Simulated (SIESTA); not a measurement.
**A series of single points on AlCu3**

System: AlCu3 (Pm-3m, 4 atoms in the cell).
Method: Kohn-Sham DFT of a periodic cell, PBEsol, PseudoDojo 0.4 standard, converted to PSML, no spin polarisation (SIESTA 5.4.2).

The 7 runs differ only in the geometry, by an even scaling of the cell at fixed fractional positions. The structure derives from a Materials Project entry.

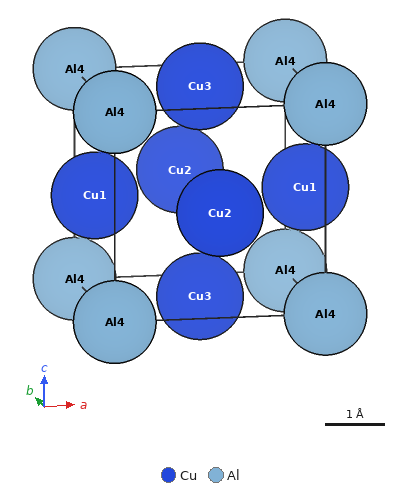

Figure 1. The structure of run 4 (spheres-only view of the cell of the calculation, seen slightly off an axis; atoms are numbered from 1 in the order of the input). An atom can appear more than once, as a periodic image.

**Input of run 4**
```
SystemName                      AlCu3
SystemLabel                     AlCu3
NumberOfSpecies                 2
NumberOfAtoms                   4
%block ChemicalSpeciesLabel
  1  29 Cu
  2  13 Al
%endblock ChemicalSpeciesLabel

LatticeConstant                 1.0 Ang
%block LatticeVectors
     3.6373766700     0.0000000000     0.0000000000
     0.0000000000     3.6373766700     0.0000000000
     0.0000000000     0.0000000000     3.6373766700
%endblock LatticeVectors
AtomicCoordinatesFormat         Fractional
%block AtomicCoordinatesAndAtomicSpecies
     0.0000000000     0.5000000000     0.5000000000  1  Cu
     0.5000000000     0.0000000000     0.5000000000  1  Cu
     0.5000000000     0.5000000000     0.0000000000  1  Cu
     0.0000000000     0.0000000000     0.0000000000  2  Al
%endblock AtomicCoordinatesAndAtomicSpecies

%block kgrid.MonkhorstPack
    7   0   0  0.0
    0   7   0  0.0
    0   0   7  0.0
%endblock kgrid.MonkhorstPack
XC.Functional                   GGA
XC.Authors                      PBEsol
PAO.BasisSize                   DZP
PAO.EnergyShift                 0.003 Ry
Mesh.Cutoff                     800 Ry
OccupationFunction              FD
ElectronicTemperature           0.05 eV
MaxSCFIterations                120
SCF.MustConverge                false
SCF.Mixer.Method                Pulay
SCF.Mixer.Weight                0.25
SCF.Mixer.History               8
SCF.DM.Tolerance                5.0e-05
SCF.H.Tolerance                 1.0e-03 eV
WriteForces                     true
Charge.Mulliken                 end
%block PAO.Basis
  Cu 5
  n=3 0 2
    2.374 0.000
  n=4 0 2
    7.224 0.000
  n=3 1 2
    2.662 0.000
  n=4 1 1
    7.224
  n=3 2 2
    4.908 0.000
%endblock PAO.Basis
```

Command:
```bash
siesta AlCu3.fdf > AlCu3.out 2>&1
```

Run 6 differs from it as follows:
```diff
-     3.6373766700     0.0000000000     0.0000000000
-     0.0000000000     3.6373766700     0.0000000000
-     0.0000000000     0.0000000000     3.6373766700
+     3.6852423784     0.0000000000     0.0000000000
+     0.0000000000     3.6852423784     0.0000000000
+     0.0000000000     0.0000000000     3.6852423784
```

**Results, with one run withheld**

| run | volume per atom (Å³) | free energy per atom, from the lowest run given (meV) | pressure (GPa) |
| --- | --- | --- | --- |
| 1 | 11.309 | 14.14 | 8.55 |
| 2 | 11.550 | 4.31 | 4.65 |
| 3 | 11.790 | 0.00 | 1.12 |
| 4 | 12.031 | 0.58 | −1.73 |
| 5 | 12.272 | 4.90 | −4.03 |
| 6 | 12.512 | ? | ? |
| 7 | 12.753 | 23.64 | −8.15 |

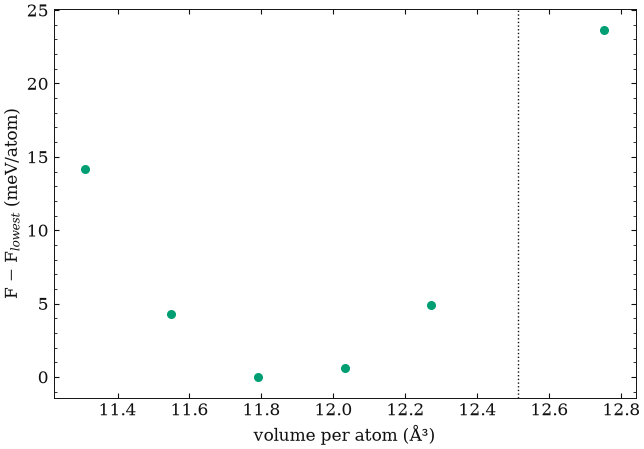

Figure 2. Free energy per atom of the runs given; the dotted line marks run 6.

What should run 6 give?

A cubic polynomial in V^(−2/3) (the Birch–Murnaghan form), fitted to the 6 runs given, misses them by at most 0.10 meV per atom. With x = V^(−2/3) − 0.19147 Å⁻², it reads F = −0.20932 − 356.94 x + 3.2563e+05 x² + 2.4435e+06 x³ (meV per atom). At run 6 it gives 12.83 meV per atom, and the run itself gives 12.73. The slope of the fit gives a pressure −dF/dV of −6.27 GPa there, and the run prints −6.30 GPa. The fit has its minimum at 11.885 Å³ per atom, where V d²F/dV² gives 146 GPa: the bulk modulus at this level, since symmetry fixes the shape and the positions.

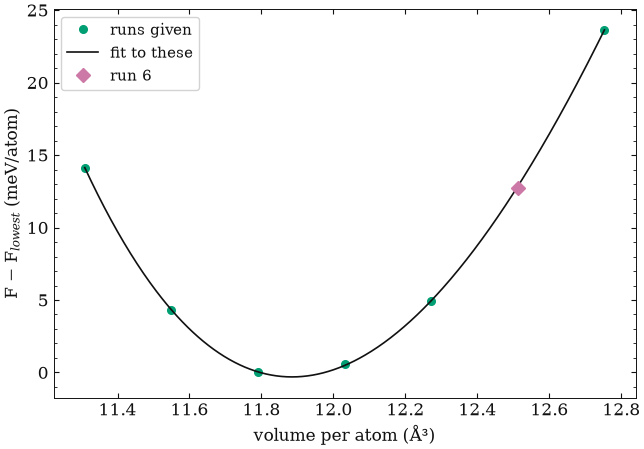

Figure 3. The fit and the withheld run.

**Some lines of the output (run 6)**
```
[...]
outcell: Cell volume (Ang**3)        :     50.0493
stepf: Fermi-Dirac step function
siesta: Etot    =    -15472.311171
siesta: FreeEng =    -15472.353177
        iscf     Eharris(eV)        E_KS(eV)     FreeEng(eV)     dDmax    Ef(eV) dHmax(eV)
siesta: E_KS(eV) =           -15528.7533
siesta: E_KS - E_eggbox =    -15528.7533
siesta: Etot    =    -15528.753337
siesta: FreeEng =    -15528.757392
siesta:         Fermi =      -3.403479
siesta: Cell volume =         50.049319 Ang**3
    Orbital volume contribution        =           4.251791 eV
```

Notes: Points of doubt noted for this run: mulliken charges of long orbitals. With a small basis of atomic orbitals these values can differ much from converged plane-wave results.
